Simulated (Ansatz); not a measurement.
Run report: TiCo2, geometry relaxation (part 3 of 3)

TiCo2 (Fd-3m, 6 atoms in the cell); DFT LDA, scalar-relativistic, plane waves, PAW, spin-polarised (Ansatz 0.2.0); cutoff 420 eV, 6×6×6 k-mesh, Gaussian smearing of 0.1 eV, collinear spins. The structure derives from an entry of the Crystallography Open Database.

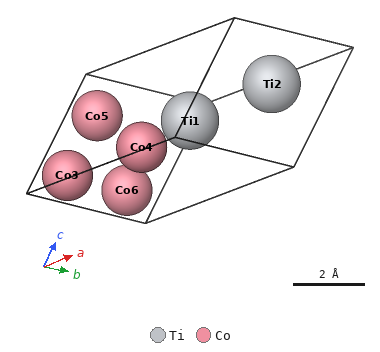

The geometry at step 3 of the log (spheres-only view of the cell of the calculation, seen at an oblique angle; atoms are numbered from 1 in the order of the input).

```
basis re-selected at this cell: Δ(F+E_penalty+E_count) = +4.737e-3 eV, ΔP = -0.126 GPa vs the last step (what re-selecting the basis moved, of the pressure what is left beyond the Pulay correction that the steps carried, after the strain that the cell walked since its last selection, with what the two solves' SCF thresholds leave and, on support functions, any second-order correction that the steps lacked; it is no measure of the basis error at this ecutwfc). This SCF's stress stands 1.42e-1 GPa from its target on what of the cell is left free (relax.cell.stress_tol is 5.00e-1 GPa) and its largest allowed force component is 5.65e-17 eV/Å (relax.f_tol is 5.00e-2 eV/Å): within both
SCF converged after 9 iterations
Magnetization: -0.0000 μB (46.0000 up, 46.0000 down)
Absolute magnetization: 0.0001 μB (∫|ρ↑−ρ↓|, with the PAW one-centre terms)
Spin contamination: 0.0000 ħ² per cell (⟨S²⟩ above its minimum at these occupations)
Per-site moments (μB) at R_I (Å): [(2.8961593950184667e-6, 1.1096280668112461), (2.8961593950140774e-6, 1.1096280668112461), (-1.3914845548283711e-5, 0.9462939949297955), (-1.3914845548659622e-5, 0.9462939949297955), (-1.3914845548368497e-5, 0.9462939949297955), (-1.391484554863711e-5, 0.9462939949297955)]
Free energy (F): -25154.109527 eV
Harris-Foulkes:  -25154.109527 eV  (|F-HF|=2.00e-10)
Internal energy: -25154.063499 eV  (E = F + TS)
E sigma→0 (E₀):  -25154.086513 eV
Entropy (-TS):   -0.046028 eV (-7.671 meV/atom)
Fermi energy:    18.728786 eV
--- Per-component energies (eV) ---
  E_band       = -1157.162126
  E_kinetic    = 2387.564824
  E_local      = -13759.611898  (includes V_loc(G=0)·N_el)
  E_nonlocal   = 1849.876727
  E_hartree    = 5870.001632
  E_xc         = -834.101612
  E_vxc        = -1075.277487  (∫ρ·V_xc dr)
  E_paw        = -7805.787280  (= ΣΔE_a)
  E_vpaw       = -2299.718771  (= ΣTr[D̂ρ^β])
  E_aug_tail   = 0.000330  (compensation charges beyond the density's cutoff)
  E_ewald      = -12864.331125
  E_core_change = 2.324903  (= ΣΔE_core)
  E_smearing   = -0.046028  (= −TS)
  E_closure    = -0.000000  (closes the sum)
  Σ components = -25154.109527   (vs F -25154.109527, Δ=0.00e0)
--- Forces (eV/Å), atoms counted from 1 ---
  atom   1  Ti     0.00000000     0.00000000     0.00000000
  atom   2  Ti    -0.00000000    -0.00000000    -0.00000000
  atom   3  Co     0.00000000    -0.00000000    -0.00000000
  atom   4  Co     0.00000000    -0.00000000    -0.00000000
  atom   5  Co     0.00000000    -0.00000000     0.00000000
  atom   6  Co     0.00000000    -0.00000000    -0.00000000
  max |Σ_I F_I| component: 8.10e-18 eV/Å
--- Stress (GPa, compression-positive) ---
       -0.142443       0.000000       0.000000
        0.000000      -0.142443       0.000000
        0.000000       0.000000      -0.142443
  P = ⅓ Tr σ = -0.1424 GPa (-1.424 kbar)
--- Band table (eV; the first three rows and the last of 32) ---
  k-point 0 ↑: bands = ["-75.6403", "-75.5342", "-75.5342", "-75.5342", "-39.8010", "-39.4271", "-39.4271", "-39.4271", "-39.2949", "-39.2949", "-39.0851", "-39.0851", "-39.0851", "-39.0734", "-39.0734", "-39.0734", "-37.6911", "-37.5630", "-14.3433", "-14.3433", "-14.3433", "-14.0845", "-14.0845", "-14.0845", "10.2009", "13.4693", "14.3349", "14.3349", "14.3349", "15.2972", "15.2972", "15.2972", "15.5684", "15.5684", "17.2319", "17.2319", "17.8127", "17.8127", "17.8127", "17.9478", "17.9478", "17.9478", "18.0431", "18.0431", "18.1256", "18.1256", "18.1256", "19.6291", "19.6291", "19.6291", "19.7985", "19.7985", "19.7985", "20.1937", "21.5174", "21.5174"]
  k-point 1 ↑: bands = ["-75.6351", "-75.5394", "-75.5342", "-75.5342", "-39.7740", "-39.4231", "-39.4154", "-39.4154", "-39.2883", "-39.2883", "-39.1192", "-39.0972", "-39.0972", "-39.0799", "-39.0799", "-39.0734", "-37.6829", "-37.5694", "-14.3502", "-14.3502", "-14.3412", "-14.0891", "-14.0773", "-14.0773", "10.5364", "13.6059", "14.3965", "14.4053", "14.4053", "15.1079", "15.3834", "15.3834", "15.6409", "15.6409", "17.0627", "17.0627", "17.2673", "17.3991", "17.3991", "17.9512", "17.9512", "17.9636", "18.1095", "18.1537", "18.1537", "18.4746", "18.4746", "18.8064", "19.5278", "19.5278", "19.6291", "19.8451", "19.8451", "21.1443", "21.4393", "21.4393"]
  k-point 2 ↑: bands = ["-75.6224", "-75.5523", "-75.5342", "-75.5342", "-39.7131", "-39.4051", "-39.3923", "-39.3923", "-39.2622", "-39.2622", "-39.2040", "-39.1457", "-39.1457", "-39.0812", "-39.0812", "-39.0734", "-37.6639", "-37.5848", "-14.3629", "-14.3629", "-14.3420", "-14.0930", "-14.0640", "-14.0640", "11.4523", "13.7342", "14.5693", "14.5693", "14.6128", "14.6796", "15.6153", "15.6153", "15.8617", "15.8617", "16.4182", "16.6364", "16.6364", "16.8950", "16.8950", "16.9582", "17.9889", "17.9889", "18.0775", "18.2346", "18.2346", "18.8684", "19.0078", "19.0078", "19.1199", "19.1199", "19.6290", "20.0367", "20.0367", "21.3458", "21.4144", "21.4144"]
  k-point 15 ↓: bands = ["-75.5874", "-75.5874", "-75.5343", "-75.5343", "-39.5429", "-39.5429", "-39.3179", "-39.3179", "-39.2529", "-39.2529", "-39.2197", "-39.2197", "-39.1509", "-39.1509", "-39.0991", "-39.0991", "-37.6224", "-37.6224", "-14.4015", "-14.4015", "-14.2161", "-14.2161", "-14.0285", "-14.0285", "13.4479", "13.4479", "14.5797", "14.5797", "15.3221", "15.3221", "15.5377", "15.5377", "15.6538", "15.6538", "16.0966", "16.0966", "16.5212", "16.5212", "16.6983", "16.6983", "17.0828", "17.0828", "17.7286", "17.7286", "18.4250", "18.4250", "18.9610", "18.9610", "19.6192", "19.6192", "20.1234", "20.1234", "20.9626", "20.9626", "21.1520", "21.1520"]
--- Relaxed structure (4 steps of the walk, 4 accepted, 1 SCFs on fresh bases) ---
  F+E_penalty+E_count = -25154.10952737 eV   max|allowed force component| = 5.647e-17 eV/Å   (the final SCF, on the basis selected at the relaxed cell)
  cell:  # Å, volume = 68.2938 Å³
    - [1.668734340773306e-33, 3.2442710342349907, 3.2442710342349907]
    - [3.2442710342349907, 1.2419969330182999e-34, 3.2442710342349907]
    - [3.2442710342349907, 3.2442710342349907, 2.643224242064588e-34]
  atoms:
    - { symbol: Ti, position: [0.49999999999999994, 0.49999999999999994, 0.49999999999999994] }
    - { symbol: Ti, position: [0.7499999999999999, 0.7499999999999999, 0.7499999999999999] }
    - { symbol: Co, position: [0.12499999999999999, 0.12499999999999999, 0.12499999999999999] }
    - { symbol: Co, position: [0.6249999999999999, 0.125, 0.125] }
    - { symbol: Co, position: [0.12499999999999999, 0.12499999999999999, 0.6249999999999999] }
    - { symbol: Co, position: [0.125, 0.6249999999999999, 0.125] }
--- Löwdin populations: 6 sites ---
  site symbol       q [e]    m [muB]
     0     Ti     11.7861     0.0000
     1     Ti     11.7861     0.0000
     2     Co     16.8529    -0.0000
     3     Co     16.8529    -0.0000
     4     Co     16.8529    -0.0000
     5     Co     16.8529    -0.0000
  spilling = 0.011045 (of n_electrons = 92.000000)
```

**Trajectory as extended XYZ (Å, eV, eV/Å), 5 frames, from step=1 to step=5**
```
6
Lattice="0.0000 3.3520 3.3520 3.3520 0.0000 3.3520 3.3520 3.3520 0.0000" Properties=species:S:1:pos:R:3:forces:R:3 step=1 energy=-25153.63158 pressure_GPa=-19.80
Ti    3.3520    3.3520    3.3520    0.0000   0.0000   0.0000
Ti    5.0280    5.0280    5.0280    0.0000   0.0000   0.0000
Co    0.8380    0.8380    0.8380    0.0000   0.0000   0.0000
Co    0.8380    2.5140    2.5140    0.0000   0.0000   0.0000
Co    2.5140    2.5140    0.8380    0.0000   0.0000   0.0000
Co    2.5140    0.8380    2.5140    0.0000   0.0000   0.0000
6
Lattice="0.0000 3.2612 3.2612 3.2612 0.0000 3.2612 3.2612 3.2612 0.0000" Properties=species:S:1:pos:R:3:forces:R:3 step=2 energy=-25154.09995 pressure_GPa=-3.80
Ti    3.2612    3.2612    3.2612    0.0000   0.0000   0.0000
Ti    4.8919    4.8919    4.8919    0.0000   0.0000   0.0000
Co    0.8153    0.8153    0.8153    0.0000   0.0000   0.0000
Co    0.8153    2.4459    2.4459    0.0000   0.0000   0.0000
Co    2.4459    2.4459    0.8153    0.0000   0.0000   0.0000
Co    2.4459    0.8153    2.4459    0.0000   0.0000   0.0000
6
Lattice="0.0000 3.2411 3.2411 3.2411 0.0000 3.2411 3.2411 3.2411 0.0000" Properties=species:S:1:pos:R:3:forces:R:3 step=3 energy=-25154.11407 pressure_GPa=0.72
Ti    3.2411    3.2411    3.2411    0.0000   0.0000   0.0000
Ti    4.8617    4.8617    4.8617    0.0000   0.0000   0.0000
Co    0.8103    0.8103    0.8103    0.0000   0.0000   0.0000
Co    0.8103    2.4308    2.4308    0.0000   0.0000   0.0000
Co    2.4308    2.4308    0.8103    0.0000   0.0000   0.0000
Co    2.4308    0.8103    2.4308    0.0000   0.0000   0.0000
6
Lattice="0.0000 3.2443 3.2443 3.2443 0.0000 3.2443 3.2443 3.2443 0.0000" Properties=species:S:1:pos:R:3:forces:R:3 step=4 energy=-25154.11426 pressure_GPa=-0.02
Ti    3.2443    3.2443    3.2443    0.0000   0.0000   0.0000
Ti    4.8664    4.8664    4.8664    0.0000   0.0000   0.0000
Co    0.8111    0.8111    0.8111    0.0000   0.0000   0.0000
Co    0.8111    2.4332    2.4332    0.0000   0.0000   0.0000
Co    2.4332    2.4332    0.8111    0.0000   0.0000   0.0000
Co    2.4332    0.8111    2.4332    0.0000   0.0000   0.0000
6
Lattice="0.0000 3.2443 3.2443 3.2443 0.0000 3.2443 3.2443 3.2443 0.0000" Properties=species:S:1:pos:R:3:forces:R:3 step=5 energy=-25154.10953 pressure_GPa=-0.14
Ti    3.2443    3.2443    3.2443    0.0000   0.0000   0.0000
Ti    4.8664    4.8664    4.8664    0.0000   0.0000   0.0000
Co    0.8111    0.8111    0.8111    0.0000   0.0000   0.0000
Co    0.8111    2.4332    2.4332    0.0000   0.0000   0.0000
Co    2.4332    2.4332    0.8111    0.0000   0.0000   0.0000
Co    2.4332    0.8111    2.4332    0.0000   0.0000   0.0000
```

The run was set up as follows.

**Input file**
```yaml
crystal:
  lattice:
    - [0.0, 3.352, 3.352]
    - [3.352, 0.0, 3.352]
    - [3.352, 3.352, 0.0]
  atoms:
    - { symbol: Ti, position: [0.5, 0.5, 0.5], spin: -0.03 }
    - { symbol: Ti, position: [0.75, 0.75, 0.75], spin: -0.03 }
    - { symbol: Co, position: [0.125, 0.125, 0.125], spin: 0.12 }
    - { symbol: Co, position: [0.625, 0.125, 0.125], spin: 0.12 }
    - { symbol: Co, position: [0.125, 0.125, 0.625], spin: 0.12 }
    - { symbol: Co, position: [0.125, 0.625, 0.125], spin: 0.12 }
basis:
  ecutwfc: 420
kpoints:
  mp_grid: { grid: [6, 6, 6] }
hamiltonian:
  xc: lda
scf:
  occupations: { method: gaussian, width: 0.1 }
output:
  forces: true
  stress: true
  eigenvalues: true
  populations: true
magnetization:
  spin_polarized: true
relax:
  adjacent_minimum: "off"
  f_tol: 0.05
  max_steps: 80
  cell: { stress_tol: 0.5 }
```

Launch command:
```bash
ansatz run input.yaml --threads 2 --pin off --max-ram 6144MiB --backend cpu --events-out ev --progress --plain --runs-dir out
```

**Key numbers**

```csv
quantity,value
outcome,converged
space group (tolerance 0.01 Å),Fd-3m (227)
electrons treated,92
free energy,−25154.1095 eV
Fermi energy,18.729 eV
gap on the k-point mesh,none (metallic)
net moment of the cell,0.00 μB
integrated absolute moment,0.00 μB
pressure,−0.14 GPa
final volume,68.29 Å³
largest force (length of the vector) at the end,under 0.001 eV/Å
final cell,"a = 4.588 Å, b = 4.588 Å, c = 4.588 Å, α = 60.00°, β = 60.00°, γ = 60.00°"
hardware,"2 threads of Intel Xeon @ 2.50GHz (Skylake/Cascade Lake), 189 GiB of memory available, shared host"
wall time,75 s (CPU time 2.2 min)
peak memory,0.5 GiB
```

Warnings of the run: some starting moments were not kept.
